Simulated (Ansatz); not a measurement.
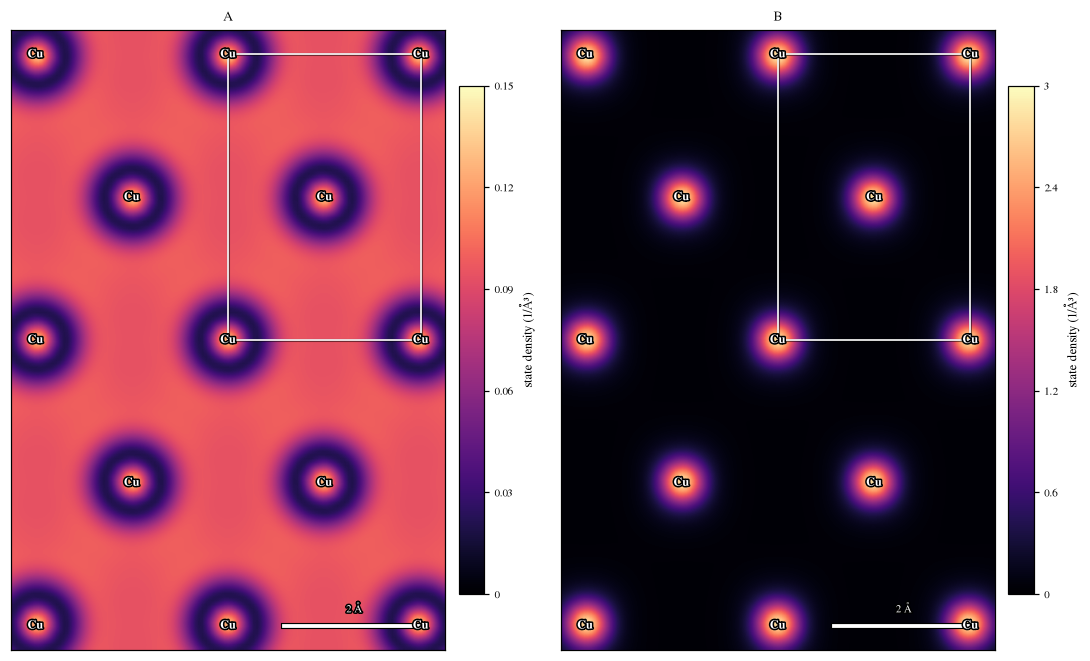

Cu: densities of the states in two energy windows, on the (11̄0) plane of the conventional cell.

Space group I4/mmm; the calculation finds a residual pressure of about 7 GPa at this fixed cell. This isn't the usual form at ambient conditions. The cell comes from a database of computed structures, not from a measurement.

Method: DFT PBE, scalar-relativistic, plane waves, PAW (Ansatz 0.2.0).

Core electrons are frozen (PAW), so the fields are smoothed inside the atomic spheres.

```
Cu
1.0
     2.88559    0.00000    0.00000
     0.00000    2.88559    0.00000
     0.00000    0.00000    2.75216
Cu
2
Direct
  0.00000 0.00000 0.00000
  0.50000 0.50000 0.50000
```

Question: The windows, about the Fermi level, are −9.7 to −6.5 eV and −6.5 to −3.2 eV. Which panel shows which?

Answer: Panel A: −9.7 to −6.5 eV, the lower third of the occupied valence band, mainly Cu 4s (90 %).
Panel B: −6.5 to −3.2 eV, the middle third of the occupied valence band, mainly Cu 3d (90 %) and Cu 4s (10 %).
The characters are Löwdin shares on a minimal set of atomic orbitals.
